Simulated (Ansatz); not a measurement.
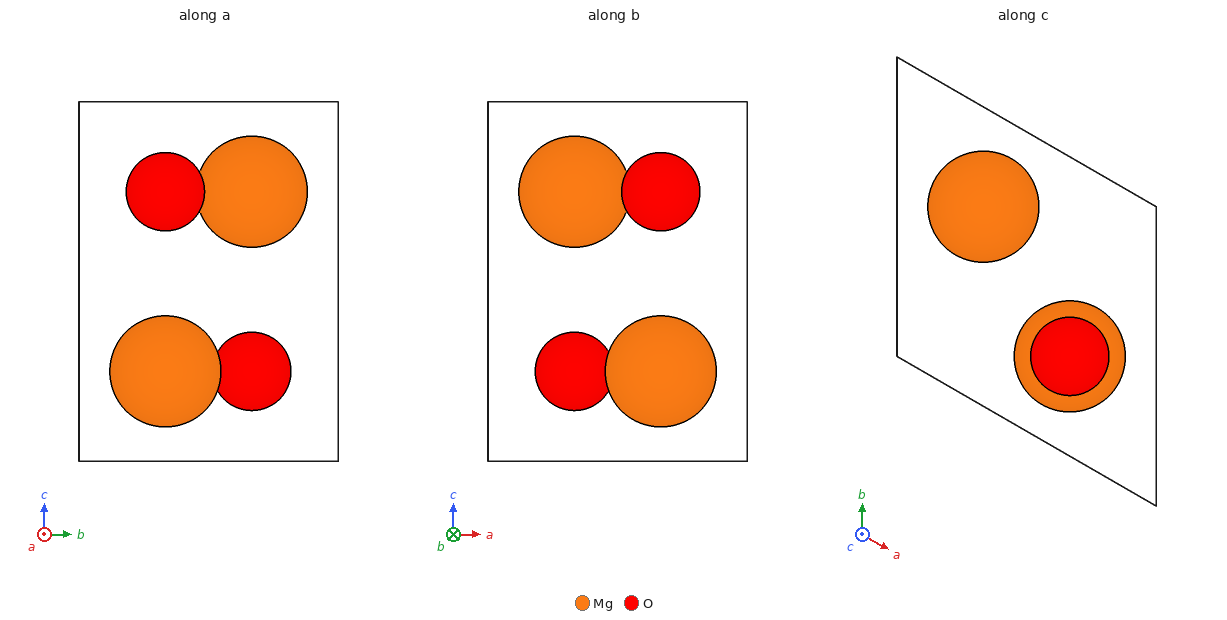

Figure: spheres-only view along the a axis, along the b axis and along the c axis. The wireframe shows the conventional unit cell.

Lattice parameters: a = 3.4943 Å, b = 3.4943 Å, c = 4.1940 Å, α = 90.000°, β = 90.000°, γ = 120.000°.

### Give the structure in the form of a CIF in P1 with every atom of the cell.

```cif
data_structure
_symmetry_space_group_name_H-M 'P 1'
_symmetry_Int_Tables_number 1
_cell_length_a 3.4943
_cell_length_b 3.4943
_cell_length_c 4.1940
_cell_angle_alpha 90.000
_cell_angle_beta 90.000
_cell_angle_gamma 120.000
_cell_volume 44.35
loop_
_atom_site_label
_atom_site_type_symbol
_atom_site_fract_x
_atom_site_fract_y
_atom_site_fract_z
_atom_site_occupancy
Mg1 Mg 0.3333 0.6667 0.7500 1
Mg2 Mg 0.6667 0.3333 0.2500 1
O1 O 0.6667 0.3333 0.7500 1
O2 O 0.3333 0.6667 0.2500 1
```

Provenance: a structure type filled with these elements by a generator (whether the compound takes this form wasn't checked). The picture shows the end point of a geometry optimisation with DFT, PBEsol, plane waves, PAW (Ansatz 0.2.0).
